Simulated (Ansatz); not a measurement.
Sc (Fm-3m, No. 225): the geometry given to an electronic-structure calculation, possibly off equilibrium; the starting structure was generated, so it need not be a known form of this composition.

```cif
data_structure
_symmetry_space_group_name_H-M 'Fm-3m'
_symmetry_Int_Tables_number 225
_cell_length_a 4.6742
_cell_length_b 4.6742
_cell_length_c 4.6742
_cell_angle_alpha 90.000
_cell_angle_beta 90.000
_cell_angle_gamma 90.000
_cell_volume 102.12
loop_
_atom_site_label
_atom_site_type_symbol
_atom_site_symmetry_multiplicity
_atom_site_Wyckoff_symbol
_atom_site_fract_x
_atom_site_fract_y
_atom_site_fract_z
_atom_site_occupancy
Sc1 Sc 4 a 0.00000 0.00000 0.00000 1
```

> What will a dark-field STEM-like image along [221] show? The image is simulated as a sum over atoms of Z^1.7, blurred by a 0.63 Å probe (no channelling). The display is stretched by a gamma of 0.65; percentages refer to the linear signal. Shot noise was added.

The columns repeat on a centred rectangular net of 1.10 × 3.31 Å (plane group c2mm). All columns are alike (Sc). The shortest distance between visible columns is 1.10 Å in projection. Along the beam the structure repeats every 14.02 Å.

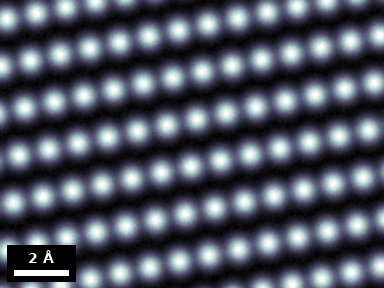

The simulated image.
